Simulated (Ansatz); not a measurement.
**WSe$_{2}$: density, localisation and related maps**

Input

```
crystal:
  lattice:
    - [3.2790275592, 0.0, 0.0]
    - [-1.6395137796, 2.839721166, 0.0]
    - [0.0, 0.0, 12.7886113051]
  atoms:
    - { symbol: W, position: [0.3333333333, 0.6666666667, 0.25] }
    - { symbol: W, position: [0.6666666667, 0.3333333333, 0.75] }
    - { symbol: Se, position: [0.3228097554, 0.6614048777, 0.6203702936] }
    - { symbol: Se, position: [0.6666666667, 0.3333333333, 0.1182912222] }
    - { symbol: Se, position: [0.3333333333, 0.6666666667, 0.8817087778] }
    - { symbol: Se, position: [0.6666666667, 0.3333333333, 0.3817087778] }
basis:
  ecutwfc: 420
kpoints:
  mp_grid: { grid: [12, 12, 2] }
hamiltonian:
  xc: pbe
  dispersion: d3bj
scf:
  occupations: { method: gaussian, width: 0.05 }
output:
  forces: true
  stress: true
  eigenvalues: true
  write_density: true
  write_potential: true
  elf: true
  volumetric_format: npy
```

Launched as:

```sh
ansatz run input.yaml --threads 1 --pin off --max-ram 2560MiB --backend cpu --events-out ev --progress --plain --runs-dir out
```

Below, planes, directions and counts refer to the conventional cell (a = 5.68 Å, b = 3.28 Å, c = 12.79 Å, α = 90.00°, β = 90.00°, γ = 90.00°).

Space group Cm; changed on purpose from its base cell (atom 3 (Se) moved +0.040 A towards its neighbour atom 2 (W) at 2.534 A); not relaxed (largest force 0.5 eV/Å).

Level of theory: DFT PBE+D3(BJ), scalar-relativistic, plane waves, PAW in Ansatz.

In a PAW calculation such maps are meaningful between the atoms, not at the nuclei.

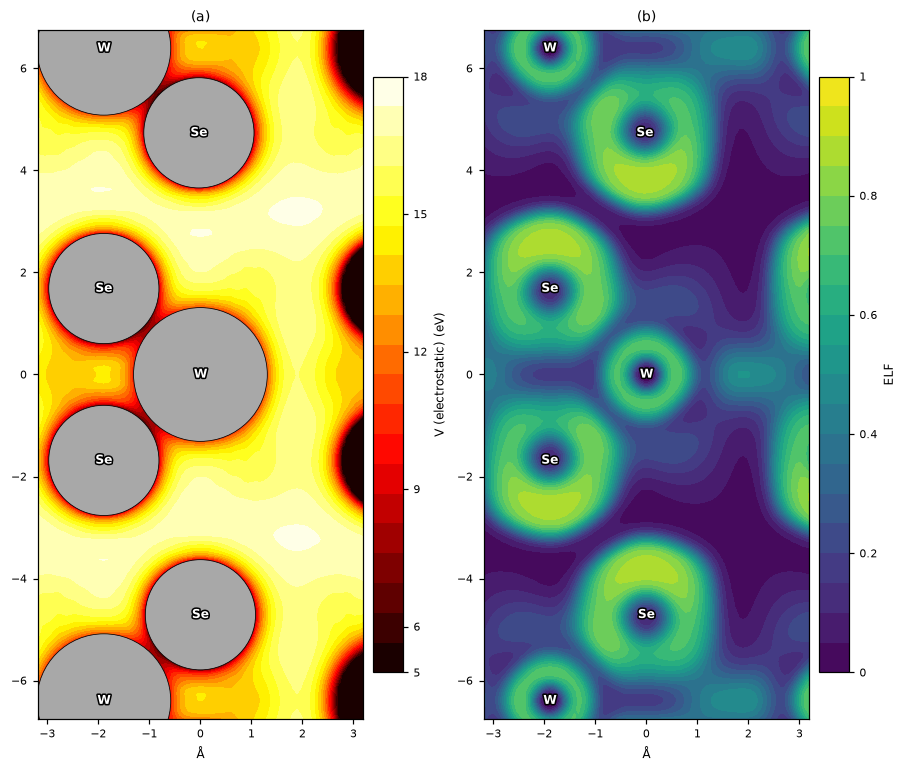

Figure 1. (a) electrostatic potential energy of an electron; (b) electron localisation function on the (010) plane of the conventional cell. Grey discs cover the atomic cores in the potential map.

Read the bonding off the picture.

Atoms in the plane: W and Se. W–Se (2.49 Å): the ELF is about 0.55 at the midpoint. W–Se (2.53 Å): the ELF is about 0.55 at the midpoint. The features right at W lie inside the PAW spheres, where the map follows smoothed inner orbitals and isn't to be read closely. Outside the cores the potential energy rises away from the atoms and is highest about 2.3 Å from the nearest atoms; its zero is arbitrary.

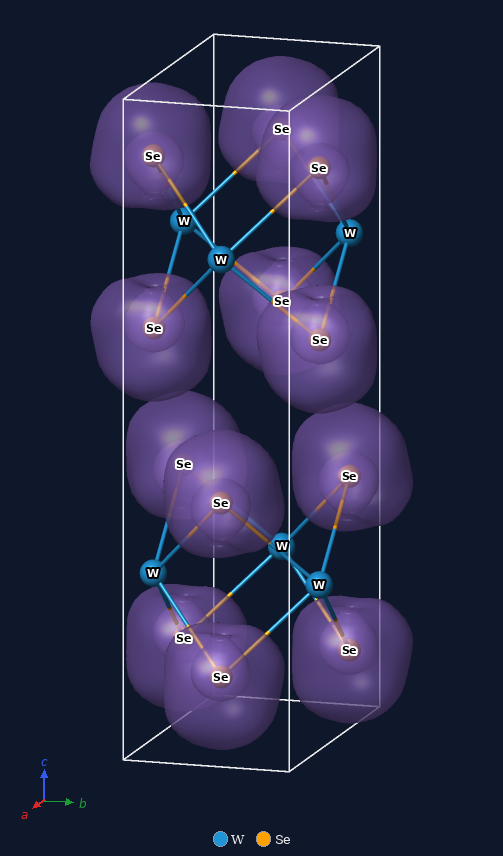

Figure 2. Isosurface of the ELF at 0.65 (purple), seen slightly off an axis. Core shells and regions of very low density are left out. Sticks mark near contacts.

What do the ELF domains correspond to?

The surface consists of eight regions wrapped around Se (the valence shell of each), counted in one cell of 12 atoms. Regions shared between cells count once.

Does the calculation give a band gap?

It is gapped, with a Kohn–Sham gap of 0.89 eV on the k-point mesh, an upper bound to the gap of this method.
